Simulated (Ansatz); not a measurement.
```yaml
crystal:
  lattice:
    - [5.17905, 0.00000, 0.00000]
    - [0.00000, 5.17905, 0.00000]
    - [0.00000, 0.00000, 5.17905]
  atoms:
    - { symbol: Zr, position: [0.00000, 0.00000, 0.00000] }
    - { symbol: Zr, position: [0.50000, 0.50000, 0.00000] }
    - { symbol: Zr, position: [0.50000, 0.00000, 0.50000] }
    - { symbol: Zr, position: [0.00000, 0.50000, 0.50000] }
    - { symbol: S, position: [0.50000, 0.00000, 0.00000] }
    - { symbol: S, position: [0.00000, 0.50000, 0.00000] }
    - { symbol: S, position: [0.00000, 0.00000, 0.50000] }
    - { symbol: S, position: [0.50000, 0.50000, 0.50000] }
```

Space group Fm-3m; computed pressure about 4 GPa in this cell.

Computed with Kohn-Sham DFT of a periodic cell, r2SCAN, Ansatz PAW in Ansatz.

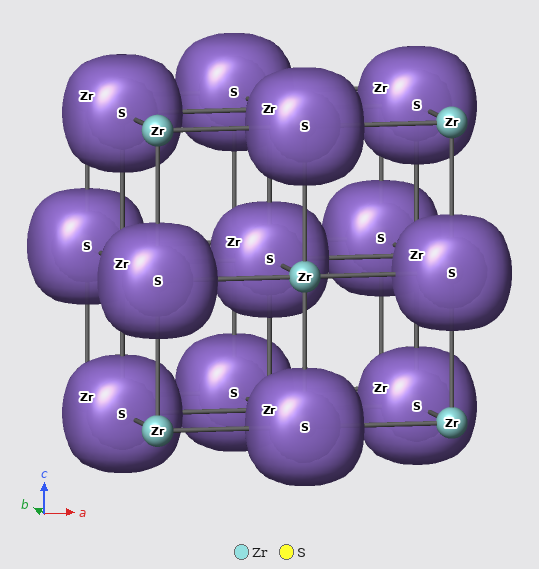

ZrS. Isosurface of the ELF at 0.75 (purple), seen slightly off an axis. Only the valence region is drawn (cores and ρ < 0.01 e/Å³ removed). Sticks mark near contacts.

In a PAW calculation such maps are meaningful between the atoms, not at the nuclei.

Question: Identify the bonds, lone pairs and shells in this picture.

Answer: The surface consists of four regions wrapped around S (the valence shell of each), counted in one cell of 8 atoms. Regions shared between cells count once. Along the contacts the grid gives the following. Zr–S (2.59 Å): the ELF peaks at about 0.85 in the valence shell of S, 0.8 Å from its nucleus, and is about 0.25 at the midpoint; no localised pair shows between them.

Question: Does the calculation give a band gap?

Answer: It is metallic or semimetallic at this level of theory: no gap opens.
